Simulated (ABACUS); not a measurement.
**Band-structure run, with input and output: Mg$_{3}$Sb$_{2}$ (part 2 of 2)**

Continued. System: Mg$_{3}$Sb$_{2}$ (P-3m1, 5 atoms in the cell). Method: Kohn-Sham DFT of a periodic cell, LDA, PseudoDojo NC SR 0.4.1 LDA standard, no spin polarisation (ABACUS 3.10.1); cutoff 1142.88 eV, fermi-dirac of 0.05 eV. The structure derives from an entry of the Crystallography Open Database. It belongs to a series of runs on one base structure; here: bands on the converged density.

Geometry of the input (Å; fractional positions):
```
4.5820  0.0000  0.0000
-2.2910  3.9681  0.0000
0.0000  0.0000  7.2440
Sb 0.6667  0.3333  0.7650
Sb 0.3333  0.6667  0.2350
Mg 0.0000  0.0000  0.0000
Mg 0.6667  0.3333  0.3700
Mg 0.3333  0.6667  0.6300
```

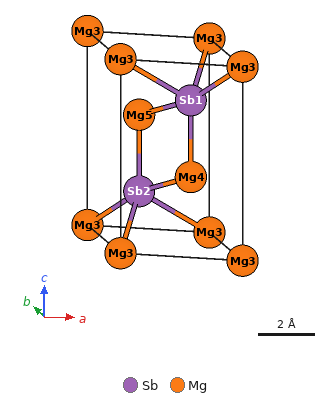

Figure 1. The input geometry (ball-and-stick view of the cell of the calculation, seen slightly off an axis; atoms are numbered from 1 in the order of the input). An atom can appear more than once, as a periodic image.

The program's output, continued:
```
----------------------------------------------------------
 E_KohnSham     -718.6568090499      -9777.8275095766
 E_KS(sigma->0) -718.6566939774      -9777.8259439344
 E_Harris       -718.6568090499      -9777.8275095766
 E_band         -105.2743285186      -1432.3307209772
 E_one_elec     -444.6145918174      -6049.2918626611
 E_Hartree      227.7227585313       3098.3270803039
 E_xc           -135.7098757762      -1846.4275854291
 E_Ewald        -366.0548698425      -4980.4320105059
 E_entropy(-TS) -0.0002301451        -0.0031312845
 E_descf        0.0000000000         0.0000000000
 E_exx          0.0000000000         0.0000000000
 E_Fermi        0.5317037256         7.2342003154
----------------------------------------------------------

 charge density convergence is achieved
 final etot is -9777.8275096 eV
 EFERMI = 7.2342003154 eV

 STATE ENERGY(eV) AND OCCUPATIONS    NSPIN == 1
 1/15 kpoint (Cartesian) = 0.0000 0.0000 0.0000 (11559 pws)
       1       -69.1723      0.0350877
       2       -68.3876      0.0350877
       3       -68.3864      0.0350877
       4       -36.5745      0.0350877
       5       -36.5685      0.0350877
       6       -36.5685      0.0350877
       7       -35.8202      0.0350877
       8       -35.8202      0.0350877
       9       -35.8170      0.0350877
      10       -35.8144      0.0350877
      11       -35.8144      0.0350877
      12       -35.8112      0.0350877
      13       -20.9872      0.0350877
      14       -20.9872      0.0350877
      15       -20.9871      0.0350877
      16       -20.9871      0.0350877
      17       -20.9790      0.0350877
      18       -20.9790      0.0350877
      19       -20.9677      0.0350877
      20       -20.9677      0.0350877
      21       -20.9653      0.0350877
      22       -20.9653      0.0350877
      23       -3.14751      0.0350877
      24       -1.96106      0.0350877
      25        2.29768      0.0350877
      26        6.09616      0.0350877
      27        6.09616      0.0350877
      28        6.80189      0.0350816
      29        6.80189      0.0350816
      30        7.11138      0.0323167
      31        8.11628    7.64803e-10
      32        8.37866    4.02222e-12
      33        10.2754    1.34702e-28
      34        10.2754    1.34702e-28
      35        11.2275    7.23718e-37
      36        11.3043    1.55825e-37
      37        11.3043    1.55825e-37
      38        12.1292    1.06539e-44
      39        12.3647    9.59715e-47
      40        12.3647    9.59715e-47
      41        12.6694    2.16464e-49
      42        12.6694    2.16464e-49

 2/15 kpoint (Cartesian) = 0.018187 0.010500 0.0000 (11572 pws)
       1       -69.1723      0.0350877
       2       -68.3876      0.0350877
       3       -68.3864      0.0350877
       4       -36.5745      0.0350877
       5       -36.5685      0.0350877
       6       -36.5685      0.0350877
       7       -35.8202      0.0350877
       8       -35.8202      0.0350877
       9       -35.8172      0.0350877
      10       -35.8143      0.0350877
      11       -35.8141      0.0350877
      12       -35.8112      0.0350877
      13       -20.9874      0.0350877
      14       -20.9872      0.0350877
      15       -20.9871      0.0350877
      16       -20.9870      0.0350877
      17       -20.9789      0.0350877
      18       -20.9789      0.0350877
      19       -20.9677      0.0350877
      20       -20.9676      0.0350877
      21       -20.9653      0.0350877
      22       -20.9652      0.0350877
      23       -3.10083      0.0350877
      24       -1.93375      0.0350877
      25        2.35756      0.0350877
      26        5.60816      0.0350877
      27        5.95682      0.0350877
      28        6.28527      0.0350877
      29        6.80623      0.0350810
      30        7.06610      0.0339122
      31        8.64077    2.12746e-14
      32        8.78048    1.30120e-15
      33        9.94520    9.94753e-26
      34        10.3820    1.59778e-29
      35        10.9755    1.11796e-34
      36        11.3295    9.41617e-38
      37        11.3633    4.79291e-38
      38        11.7163    4.11096e-41
      39        12.1825    3.67375e-45
      40        12.4217    3.07002e-47
      41        12.8417    6.90615e-51
      42        13.2111    4.26775e-54

 3/15 kpoint (Cartesian) = 0.036374 0.021001 0.0000 (11572 pws)
       1       -69.1723      0.0350877
       2       -68.3875      0.0350877
       3       -68.3865      0.0350877
       4       -36.5745      0.0350877
       5       -36.5685      0.0350877
       6       -36.5685      0.0350877
       7       -35.8204      0.0350877
       8       -35.8204      0.0350877
       9       -35.8178      0.0350877
      10       -35.8142      0.0350877
      11       -35.8136      0.0350877
      12       -35.8112      0.0350877
      13       -20.9876      0.0350877
      14       -20.9871      0.0350877
      15       -20.9871      0.0350877
      16       -20.9866      0.0350877
      17       -20.9787      0.0350877
      18       -20.9787      0.0350877
      19       -20.9676      0.0350877
      20       -20.9675      0.0350877
      21       -20.9655      0.0350877
      22       -20.9650      0.0350877
      23       -2.96454      0.0350877
      24       -1.85929      0.0350877
      25        2.53504      0.0350877
      26        4.72076      0.0350877
      27        5.47422      0.0350877
      28        5.66695      0.0350877
      29        6.74391      0.0350858
      30        6.86908      0.0350641
      31        8.84074    3.89875e-16
      32        9.28561    5.33121e-20
      33        10.0745    7.48810e-27
      34        10.5764    3.27661e-31
      35        10.6158    1.48879e-31
      36        11.0131    5.27603e-35
      37        11.3288    9.53963e-38
      38        11.8496    2.85822e-42
      39        12.3058    3.11488e-46
      40        12.5729    1.49224e-48
      41        13.7382    1.12684e-58
      42        14.0407    2.65770e-61

 4/15 kpoint (Cartesian) = 0.054561 0.031501 0.0000 (11586 pws)
       1       -69.1723      0.0350877
       2       -68.3874      0.0350877
       3       -68.3865      0.0350877
       4       -36.5745      0.0350877
       5       -36.5685      0.0350877
       6       -36.5685      0.0350877
       7       -35.8205      0.0350877
       8       -35.8205      0.0350877
       9       -35.8183      0.0350877
      10       -35.8141      0.0350877
      11       -35.8130      0.0350877
      12       -35.8112      0.0350877
      13       -20.9880      0.0350877
      14       -20.9871      0.0350877
      15       -20.9869      0.0350877
      16       -20.9862      0.0350877
      17       -20.9784      0.0350877
      18       -20.9784      0.0350877
      19       -20.9675      0.0350877
      20       -20.9673      0.0350877
      21       -20.9657      0.0350877
      22       -20.9648      0.0350877
      23       -2.75131      0.0350877
      24       -1.76160      0.0350877
      25        2.82027      0.0350877
      26        3.87027      0.0350877
      27        4.70180      0.0350877
      28        5.37049      0.0350877
      29        6.47458      0.0350877
      30        6.60337      0.0350876
      31        8.33686    9.28093e-12
      32        9.41059    4.37788e-21
      33        9.93928    1.11973e-25
      34        10.4523    3.91700e-30
      35        10.9336    2.58748e-34
      36        11.4299    1.26389e-38
      37        11.8669    2.02334e-42
      38        12.0829    2.68969e-44
      39        12.8304    8.65071e-51
      40        13.3813    1.42038e-55
      41        14.6911    5.96092e-67
      42        14.9921    1.44897e-69

 5/15 kpoint (Cartesian) = 0.072748 0.042001 0.0000 (11542 pws)
       1       -69.1723      0.0350877
       2       -68.3873      0.0350877
       3       -68.3866      0.0350877
       4       -36.5745      0.0350877
       5       -36.5686      0.0350877
       6       -36.5685      0.0350877
       7       -35.8207      0.0350877
       8       -35.8207      0.0350877
       9       -35.8188      0.0350877
      10       -35.8139      0.0350877
      11       -35.8124      0.0350877
      12       -35.8112      0.0350877
      13       -20.9883      0.0350877
      14       -20.9872      0.0350877
      15       -20.9867      0.0350877
      16       -20.9857      0.0350877
      17       -20.9781      0.0350877
      18       -20.9781      0.0350877
      19       -20.9674      0.0350877
      20       -20.9671      0.0350877
      21       -20.9659      0.0350877
      22       -20.9645      0.0350877
      23       -2.48784      0.0350877
      24       -1.68282      0.0350877
      25        3.06713      0.0350877
      26        3.32790      0.0350877
      27        4.05439      0.0350877
      28        5.13230      0.0350877
      29        5.90925      0.0350877
      30        6.45104      0.0350877
      31        7.94048    2.57318e-08
      32        9.25446    9.93974e-20
      33        9.58380    1.37020e-22
      34        10.2337    3.10122e-28
      35        11.3785    3.53349e-38
      36        12.1402    8.56035e-45
      37        12.5716    1.53100e-48
      38        12.7952    1.75104e-50
      39        13.8499    1.20728e-59
      40        14.3657    3.99578e-64
      41        14.3976    2.11101e-64
      42        14.7913    8.02804e-68

 6/15 kpoint (Cartesian) = 0.090936 0.052502 0.0000 (11532 pws)
       1       -69.1723      0.0350877
       2       -68.3872      0.0350877
       3       -68.3867      0.0350877
       4       -36.5745      0.0350877
       5       -36.5686      0.0350877
       6       -36.5685      0.0350877
       7       -35.8208      0.0350877
       8       -35.8208      0.0350877
       9       -35.8191      0.0350877
      10       -35.8138      0.0350877
      11       -35.8120      0.0350877
      12       -35.8113      0.0350877
      13       -20.9885      0.0350877
      14       -20.9872      0.0350877
      15       -20.9866      0.0350877
      16       -20.9855      0.0350877
      17       -20.9779      0.0350877
      18       -20.9779      0.0350877
      19       -20.9673      0.0350877
      20       -20.9670      0.0350877
      21       -20.9662      0.0350877
      22       -20.9644      0.0350877
      23       -2.22838      0.0350877
      24       -1.66878      0.0350877
      25        2.71138      0.0350877
      26        3.57496      0.0350877
      27        3.72995      0.0350877
      28        4.98107      0.0350877
      29        5.30199      0.0350877
      30        6.34115      0.0350877
      31        7.70643    2.77557e-06
      32        9.15236    7.66038e-19
      33        9.33462    2.00032e-20
      34        10.0839    6.21111e-27
      35        11.9211    6.84339e-43
      36        12.3494    1.30341e-46
      37        13.2364    2.57392e-54
      38        13.6588    5.51767e-58
      39        13.8952    4.87568e-60
      40        14.5222    1.74757e-65
      41        15.2694    5.65675e-72
      42        15.3048    2.78436e-72

[... levels at 9 further k points ...]

 --------------------------------------------
 !FINAL_ETOT_IS -9777.827509576633 eV
 --------------------------------------------

 Output bands in file: OUT.Mg3Sb2/BANDS_1.dat
```

Standard output:
```
ABACUS v3.10.1

               Atomic-orbital Based Ab-initio Computation at UStc

 dft_functional readin is: pz
 dft_functional in pseudopot file is: SLAPWNOGXNOGC
 Please make sure this is what you need
 dft_functional readin is: pz
 dft_functional in pseudopot file is: SLAPWNOGXNOGC
 Please make sure this is what you need

%%%%%%%%%%%%%%%%%%%%%%%%%%%%%%%%%%%%%%%%%%%%%%%%%%%%%%%%%%%%%%%%%%%%%%%%%%%%%%%%%%%%%%%%%%%%%%%%%%%%%%%%%
 Warning: the number of valence electrons in pseudopotential > 5 for Sb: [Kr] 4d10 5s2 5p3
 Warning: the number of valence electrons in pseudopotential > 2 for Mg: [Ne] 3s2
 Pseudopotentials with additional electrons can yield (more) accurate outcomes, but may be less efficient.
 If you're confident that your chosen pseudopotential is appropriate, you can safely ignore this warning.
%%%%%%%%%%%%%%%%%%%%%%%%%%%%%%%%%%%%%%%%%%%%%%%%%%%%%%%%%%%%%%%%%%%%%%%%%%%%%%%%%%%%%%%%%%%%%%%%%%%%%%%%%

 UNIFORM GRID DIM        : 54 * 54 * 80
 UNIFORM GRID DIM(BIG)   : 54 * 54 * 80
 ---------------------------------------------------------
 ---------------------------------------------------------
 SPIN    KPOINTS         PROCESSORS  THREADS
 1       57              4           4
 ---------------------------------------------------------
 Use plane wave basis
 ---------------------------------------------------------
 ELEMENT NATOM       XC
 Sb      2
 Mg      3
 ---------------------------------------------------------
 Initial plane wave basis and FFT box
 ---------------------------------------------------------
 -------------------------------------------
 NONSELF-CONSISTENT :
 -------------------------------------------
 START CHARGE      : file
 ITER       ETOT/eV          EDIFF/eV         DRHO     TIME/s
 DA1     -9.77782751e+03   0.00000000e+00   0.0000e+00  27.43
```

Results in brief:

| quantity | value |
| --- | --- |
| outcome | converged |
| space group (tolerance 0.01 Å) | P-3m1 (164) |
| electrons treated | 60 |
| gap on the band path | 0.26 eV |
| wall time | 28 s (CPU time 1.9 min) |
| peak memory | 1.2 GiB |
